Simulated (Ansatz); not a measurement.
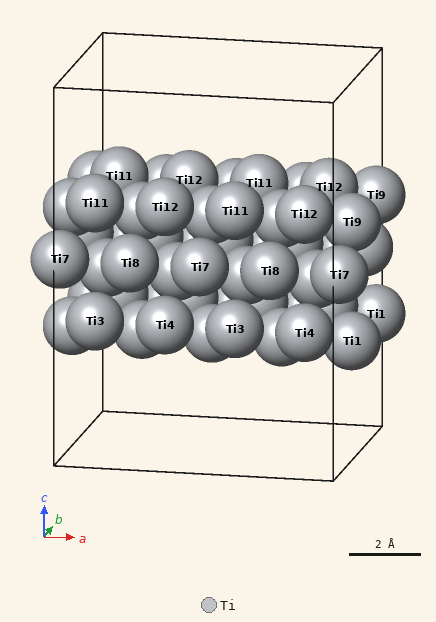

Figure 1. The structure (spheres-only view of the 2 × 2 repeat of the cell, with the vacuum cut short, seen slightly off an axis; atoms are numbered from 1 in the order of the input). An atom can appear more than once, as a periodic image.

## Mending a single-point calculation on Ti

System: Ti (slab, 12 atoms in the cell).
Method of the first run: DFT, PBE, dispersion d3bj, plane waves, PAW, PAW set soft_1, no spin polarisation (Ansatz 0.2.0).

The structure derives from an entry of the Crystallography Open Database. Some settings of this run were made unusual or wrong on purpose. Text and figures count atoms from 1; the logs count them from 0 in places.

The input, the first run:
```yaml
crystal:
  lattice:
    - [4.04064808, 0.0, 0.0]
    - [0.0, 3.20177852, 0.0]
    - [0.0, 0.0, 17.22136189]
  atoms:
    - { symbol: Ti, position: [0.0, 0.75, 0.1625887673] }
    - { symbol: Ti, position: [0.5, 0.75, 0.1625887673] }
    - { symbol: Ti, position: [0.25, 0.25, 0.1964546902] }
    - { symbol: Ti, position: [0.75, 0.25, 0.1964546902] }
    - { symbol: Ti, position: [0.25, 0.75, 0.264186536] }
    - { symbol: Ti, position: [0.75, 0.75, 0.264186536] }
    - { symbol: Ti, position: [0.0, 0.25, 0.2979683293] }
    - { symbol: Ti, position: [0.5, 0.25, 0.2979683293] }
    - { symbol: Ti, position: [0.0, 0.75, 0.3632360283] }
    - { symbol: Ti, position: [0.5, 0.75, 0.3632360283] }
    - { symbol: Ti, position: [0.25, 0.25, 0.3963892015] }
    - { symbol: Ti, position: [0.75, 0.25, 0.3963892015] }
basis:
  ecutwfc: 420
kpoints:
  mp_grid: { grid: [5, 6, 1] }
hamiltonian:
  xc: pbe
  pseudopotentials: { kind: paw, azcp: { folder: soft_1 } }
  dispersion: d3bj
scf:
  occupations: { method: gaussian, width: 0.1 }
  max_iter: 100
output:
  forces: true
  eigenvalues: true
efield:
  axis: 3
  dipole_correction: true
  ramp_width: 0.04
```

Launched with:
```bash
ansatz run input.yaml --threads 4 --pin off --max-ram 12288MiB --backend cpu --events-out ev --progress --plain --runs-dir out
```

Hardware: 4 threads of Arm Neoverse N1, 98 GiB of memory available, shared host.

Output, shortened to warnings, some set-up lines, iterations and results (the first run):
```
Basis set: ecut = 420 eV, 4407 PW (Γ), exchange–correlation on 60×48×240 points (8 copies of the dense FFT grid, shifted against one another)
Symmetry: 8 space group operations
k-points: 12 of 30
Initial density: superposition of atomic densities (neutral atoms: chi_scale 0, normalization atom)
[...]
SCF iter   1: F=—  HF=-29964.377585 eV  |F-HF|=—  |Δ(HF+E_count)|=         —  Δρ=2.33e-1  dr2=7.26e2  ethr=3.10e-3  p=-0.000 e·Å  D=-5.05e-6 V/Å  ΔV_dip=0.00 eV  …
SCF iter   2: F=—  HF=-30666.963241 eV  |F-HF|=—  |Δ(HF+E_count)|=    7.03e2  Δρ=5.58e-1  dr2=2.17e4  ethr=3.10e-3  p=0.030 e·Å  D=2.47e-2 V/Å  ΔV_dip=-0.42 eV  …
SCF iter   3: F=—  HF=-29921.014232 eV  |F-HF|=—  |Δ(HF+E_count)|=    7.46e2  Δρ=9.50e-2  dr2=1.29e2  ethr=3.10e-3  p=-0.001 e·Å  D=-1.14e-3 V/Å  ΔV_dip=0.02 eV  …
SCF iter   4: F=—  HF=-29913.801328 eV  |F-HF|=—  |Δ(HF+E_count)|=    7.21e0  Δρ=7.43e-2  dr2=8.23e1  ethr=3.10e-3  p=-0.041 e·Å  D=-3.29e-2 V/Å  ΔV_dip=0.57 eV  …
SCF iter   5: F=—  HF=-29906.835511 eV  |F-HF|=—  |Δ(HF+E_count)|=    6.97e0  Δρ=5.72e-2  dr2=4.68e1  ethr=3.10e-3  p=-0.056 e·Å  D=-4.55e-2 V/Å  ΔV_dip=0.78 eV  …
[... 7 lines ...]
SCF iter  13: F=—  HF=-29891.721330 eV  |F-HF|=—  |Δ(HF+E_count)|=   2.73e-5  Δρ=6.68e-5  dr2=1.57e-5  ethr=2.05e-7  p=-0.003 e·Å  D=-2.30e-3 V/Å  ΔV_dip=0.04 eV  …
SCF iter  14: F=—  HF=-29891.721461 eV  |F-HF|=—  |Δ(HF+E_count)|=   1.32e-4  Δρ=2.41e-5  dr2=1.89e-6  ethr=1.09e-8  p=-0.003 e·Å  D=-2.32e-3 V/Å  ΔV_dip=0.04 eV  …
SCF iter  15: F=—  HF=-29891.721462 eV  |F-HF|=—  |Δ(HF+E_count)|=   3.29e-7  Δρ=1.21e-5  dr2=7.18e-7  ethr=1.31e-9  p=-0.003 e·Å  D=-2.31e-3 V/Å  ΔV_dip=0.04 eV  …
SCF iter  16: F=-29891.721462 eV  HF=-29891.721462 eV  |F-HF|=2.02e-8  |Δ(HF+E_count)|=   7.32e-8  Δρ=3.44e-6  dr2=3.75e-8  ethr=6.94e-11  p=-0.003 e·Å  D=-2.31e-3 V/Å  …
SCF 1 converged in 16 iterations: F = -29891.721462 eV  dr2 = 3.75e-8
SCF converged after 16 iterations
Free energy (F): -29891.721462 eV
Harris-Foulkes:  -29891.721462 eV  (|F-HF|=2.02e-8)
Internal energy: -29891.667521 eV  (E = F + TS)
E sigma→0 (E₀):  -29891.694492 eV
Entropy (-TS):   -0.053940 eV (-4.495 meV/atom)
Fermi energy:    10.197981 eV
Dipole field:    D = -0.002261 V/Å  (p = -0.002783 e·Å, saw-weighted, corrected)
Work function:   Φ+ = 4.4493 eV   Φ− = 4.4104 eV
Levels:          The Fermi level and band energies are counted from a zero that moves with the ramp; work functions are not
--- Per-component energies (eV) ---
  E_band       = -2410.441780
  E_kinetic    = 3904.517764
  E_local      = -208159.309203  (includes V_loc(G=0)·N_el)
  E_nonlocal   = 978.605643
  E_hartree    = 102574.228872
  E_xc         = -1490.468372
  E_vxc        = -1879.538029  (∫ρ·V_xc dr)
  E_paw        = -12703.733214  (= ΣΔE_a)
  E_vpaw       = -2403.192412  (= ΣTr[D̂ρ^β])
  E_aug_tail   = -0.000930  (compensation charges beyond the density's cutoff)
  E_efield     = 0.000003  (sawtooth field / dipole correction)
  E_vefield    = 0.003641  (∫n·V_field dr)
  E_ewald      = 85017.326183
  E_disp       = -12.834268  (pairwise vdW)
  E_smearing   = -0.053940  (= −TS)
  E_closure    = 0.000000  (closes the sum)
  Σ components = -29891.721462   (vs F -29891.721462, Δ=0.00e0)
--- Forces (eV/Å), atoms counted from 1 ---
  atom   1  Ti     0.00000000     0.00000000   -18.18677946
  atom   2  Ti     0.00000000     0.00000000   -18.18677946
  atom   3  Ti     0.00000000     0.00000000   -12.16405087
  atom   4  Ti     0.00000000     0.00000000   -12.16405087
  atom   5  Ti     0.00000000     0.00000000     0.16190274
  atom   6  Ti     0.00000000     0.00000000     0.16190274
  atom   7  Ti     0.00000000     0.00000000    -3.30918165
  atom   8  Ti     0.00000000     0.00000000    -3.30918165
  atom   9  Ti    -0.00000000     0.00000000    14.08053768
  atom  10  Ti    -0.00000000     0.00000000    14.08053768
  atom  11  Ti     0.00000000     0.00000000    19.41744363
  atom  12  Ti     0.00000000     0.00000000    19.41744363
  max |Σ_I F_I| component: 2.56e-4 eV/Å
```

Diagnose this run and give a change of the input that cures it.

This input holds a deliberate fault: a lattice far too small (`crystal.lattice`). The atoms are squeezed together and the pressure is enormous. The program still converged, but the numbers can't be taken as results for the intended system.

A run of the same system that converges differs from this input as follows (lines with − go, lines with + come):
```diff
-    - [4.04064808, 0.0, 0.0]
-    - [0.0, 3.20177852, 0.0]
-    - [0.0, 0.0, 17.22136189]
+    - [5.7723543929, 0.0, 0.0]
+    - [0.0, 4.5739693188, 0.0]
+    - [0.0, 0.0, 24.6019455519]
-  max_iter: 100
+  write_density: true
+  write_potential: true
+  elf: true
+  volumetric_format: npy
```

Output, shortened to warnings, some set-up lines, iterations and results (the second run):
```
WARN: The input density's exchange-correlation potential varies sharply where the density is thin. Do not read a vacuum level from v_tot or v_xc, or from such a field of the output density. On a cell that repeats whose density bears no net charge and no dipole along the vacuum's axis use v_es (v_loc + v_h of the components); under efield.dipole_correction with no amplitude use v_es + v_field, …
Basis set: ecut = 420 eV, 12687 PW (Γ), exchange–correlation on 80×64×360 points (8 copies of the dense FFT grid, shifted against one another)
Symmetry: 8 space group operations
k-points: 12 of 30
Initial density: superposition of atomic densities (neutral atoms: chi_scale 0, normalization atom)
[...]
SCF iter   1: F=—  HF=-30006.204814 eV  |F-HF|=—  |Δ(HF+E_count)|=         —  Δρ=4.97e-2  dr2=1.51e2  ethr=3.10e-3  p=0.000 e·Å  D=3.29e-7 V/Å  ΔV_dip=-0.00 eV  …
SCF iter   2: F=—  HF=-30007.989359 eV  |F-HF|=—  |Δ(HF+E_count)|=    1.78e0  Δρ=6.31e-2  dr2=3.17e2  ethr=3.10e-3  p=-0.001 e·Å  D=-3.58e-4 V/Å  ΔV_dip=0.01 eV  …
SCF iter   3: F=—  HF=-29994.945384 eV  |F-HF|=—  |Δ(HF+E_count)|=    1.30e1  Δρ=1.65e-2  dr2=9.76e0  ethr=3.10e-3  p=-0.001 e·Å  D=-2.44e-4 V/Å  ΔV_dip=0.01 eV  …
SCF iter   4: F=—  HF=-29994.473029 eV  |F-HF|=—  |Δ(HF+E_count)|=   4.72e-1  Δρ=5.14e-3  dr2=3.57e-1  ethr=3.10e-3  p=-0.005 e·Å  D=-1.39e-3 V/Å  ΔV_dip=0.03 eV  …
SCF iter   5: F=—  HF=-29994.465430 eV  |F-HF|=—  |Δ(HF+E_count)|=   7.60e-3  Δρ=2.32e-3  dr2=6.20e-2  ethr=2.48e-4  p=-0.008 e·Å  D=-2.17e-3 V/Å  ΔV_dip=0.05 eV  …
SCF iter   6: F=—  HF=-29994.472825 eV  |F-HF|=—  |Δ(HF+E_count)|=   7.39e-3  Δρ=7.40e-4  dr2=6.87e-3  ethr=4.31e-5  p=-0.010 e·Å  D=-2.78e-3 V/Å  ΔV_dip=0.07 eV  …
SCF iter   7: F=—  HF=-29994.474182 eV  |F-HF|=—  |Δ(HF+E_count)|=   1.36e-3  Δρ=3.74e-4  dr2=1.86e-3  ethr=4.77e-6  p=-0.011 e·Å  D=-3.01e-3 V/Å  ΔV_dip=0.07 eV  …
SCF iter   8: F=—  HF=-29994.475162 eV  |F-HF|=—  |Δ(HF+E_count)|=   9.80e-4  Δρ=1.56e-4  dr2=6.61e-4  ethr=1.29e-6  p=-0.011 e·Å  D=-3.19e-3 V/Å  ΔV_dip=0.08 eV  …
SCF iter   9: F=—  HF=-29994.475166 eV  |F-HF|=—  |Δ(HF+E_count)|=   3.92e-6  Δρ=6.53e-5  dr2=1.23e-4  ethr=4.59e-7  p=-0.011 e·Å  D=-3.19e-3 V/Å  ΔV_dip=0.08 eV  …
SCF iter  10: F=—  HF=-29994.475206 eV  |F-HF|=—  |Δ(HF+E_count)|=   4.00e-5  Δρ=2.76e-5  dr2=1.70e-5  ethr=8.56e-8  p=-0.011 e·Å  D=-3.19e-3 V/Å  ΔV_dip=0.08 eV  …
SCF iter  11: F=—  HF=-29994.475399 eV  |F-HF|=—  |Δ(HF+E_count)|=   1.93e-4  Δρ=1.36e-5  dr2=9.21e-7  ethr=1.18e-8  p=-0.011 e·Å  D=-3.17e-3 V/Å  ΔV_dip=0.08 eV  …
SCF iter  12: F=—  HF=-29994.475402 eV  |F-HF|=—  |Δ(HF+E_count)|=   2.64e-6  Δρ=4.46e-6  dr2=1.19e-7  ethr=6.39e-10  p=-0.011 e·Å  D=-3.15e-3 V/Å  ΔV_dip=0.08 eV  …
SCF iter  13: F=-29994.475402 eV  HF=-29994.475402 eV  |F-HF|=3.60e-8  |Δ(HF+E_count)|=   1.89e-7  Δρ=1.32e-6  dr2=2.16e-8  ethr=6.94e-11  p=-0.011 e·Å  D=-3.15e-3 V/Å  …
SCF 1 converged in 13 iterations: F = -29994.475402 eV  dr2 = 2.16e-8
WARN: The input density's exchange-correlation potential varies sharply where the density is thin. Do not read a vacuum level from v_tot or v_xc, or from such a field of the output density. On a cell that repeats whose density bears no net charge and no dipole along the vacuum's axis use v_es …
SCF converged after 13 iterations
Free energy (F): -29994.475402 eV
Harris-Foulkes:  -29994.475402 eV  (|F-HF|=3.60e-8)
Internal energy: -29994.372253 eV  (E = F + TS)
E sigma→0 (E₀):  -29994.423828 eV
Entropy (-TS):   -0.103149 eV (-8.596 meV/atom)
Fermi energy:    1.761850 eV
[...]
```

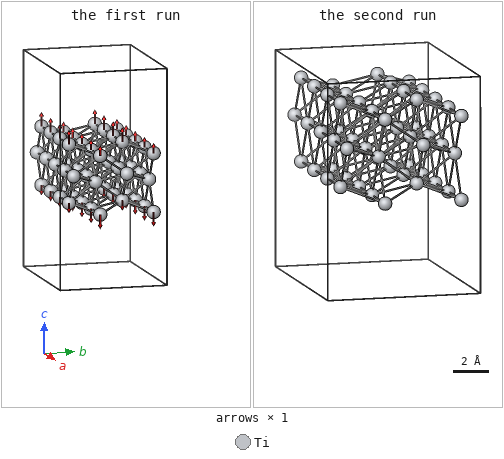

Figure 2. The two input geometries at one scale (ball-and-stick view of the 2 × 2 repeat of the cell, with the vacuum cut short, seen slightly off an axis). The red arrows on the first give the shifts of the atoms relative to the cell, with their mean removed, at true length. The largest moves relative to the cell, 0.87 Å, are those of Ti atoms. (The mean shift of all atoms is removed.) In the plane the drawn cell goes a 8.081 → 11.545 Å (+42.9 %), b 6.404 → 9.148 Å (+42.9 %). Among the contacts that change: Ti–Ti 2.020 → 2.886 Å, Ti–Ti 1.980 → 2.829 Å, Ti–Ti 1.956 → 2.794 Å.

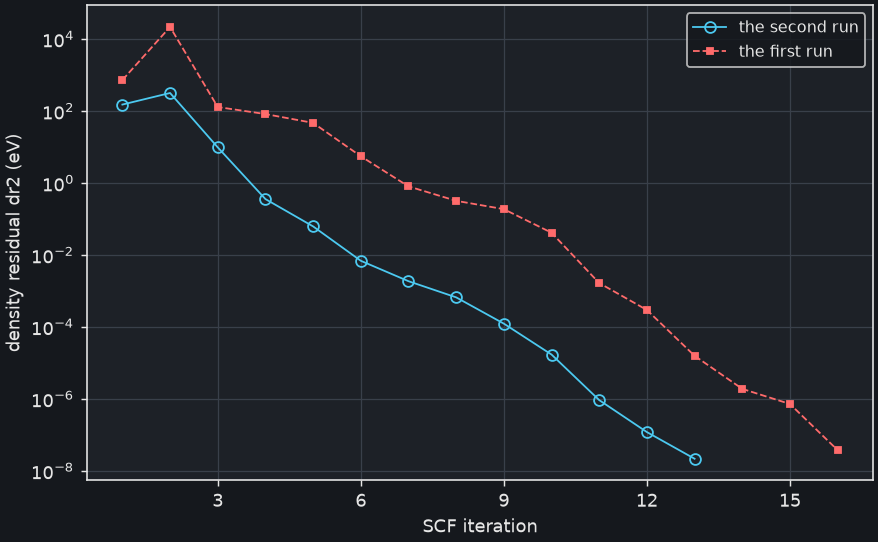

Figure 3. Convergence of the two runs: density residual dr2 against the SCF iteration. The second run takes 13 iterations in all, and the first run takes 16.

The two runs side by side:

```csv
quantity,the first run,the second run
outcome,converged,converged
free energy per atom (eV),−2490.9768,−2499.5396
"energy per atom, smearing taken to zero (eV)",−2490.9745,−2499.5353
gap on the mesh (eV),0.00,0.00
work function (eV),–,3.87
largest force (eV/Å),19.417,0.313
SCF iterations,16,13
irreducible k-points,12,12
plane waves at Γ,4407,12687
wall time (shared host),43 s,72 s
```

With the same functional and potentials, the second run lies 8562.8 meV per atom lower. The largest force goes from 19.417 to 0.313 eV/Å. The SCF takes 13 iterations against 16. The plane waves at Γ go from 4407 to 12687. On the same kind of shared host the second run took about 1.6 times as long.

Notes on the second run: The program warns: the exchange-correlation potential is rough where the density is thin.
